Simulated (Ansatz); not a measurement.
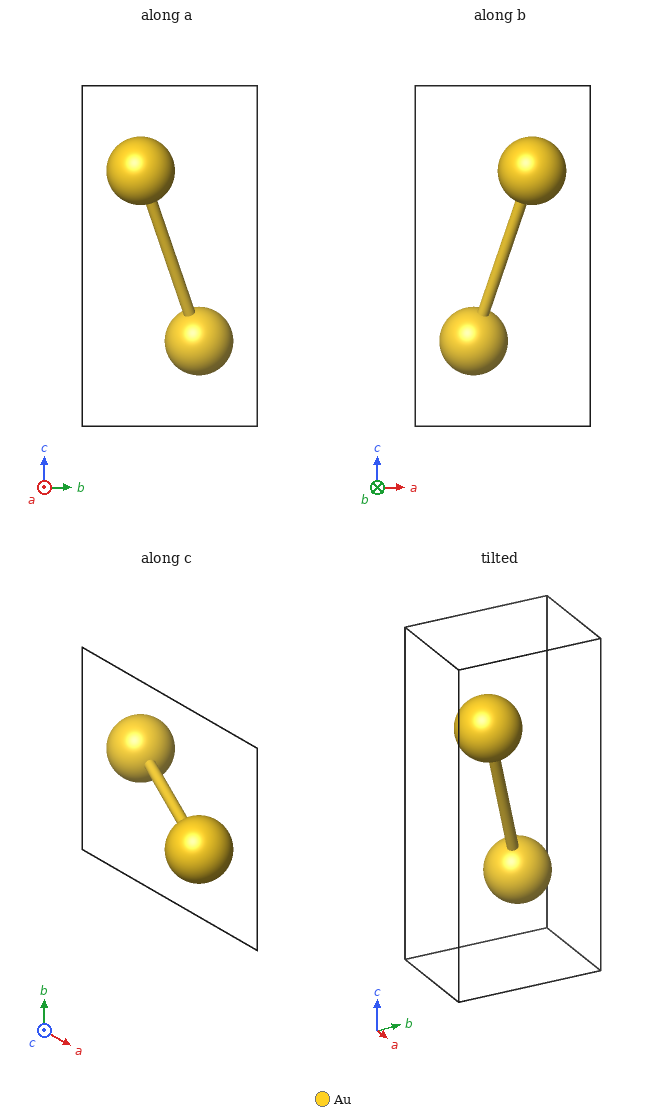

Ball-and-stick drawing of the structure, looking along the a axis, along the b axis, along the c axis and slightly off an axis. One conventional unit cell is framed, with atoms on its boundary repeated.

Lattice parameters: a = 2.872 Å, b = 2.872 Å, c = 4.837 Å, α = 90.00°, β = 90.00°, γ = 120.00°. Put a along x and b in the xy plane.

Turn the picture into a POSCAR file.

Answer.
```
Au
1.0
     2.872    0.000    0.000
    -1.436    2.487    0.000
     0.000    0.000    4.837
Au
2
Direct
  0.3333 0.6667 0.2500
  0.6667 0.3333 0.7500
```

Provenance: a structure type filled with this element by a generator (whether the element takes this form wasn't checked). The cell was then strained or its atoms displaced on purpose. An electronic-structure calculation with Ansatz was run on it.

At this level of theory the run's own cell isn't at rest (compressed, at 6 GPa), so its distances can differ from those at equilibrium, the more so the softer the solid.
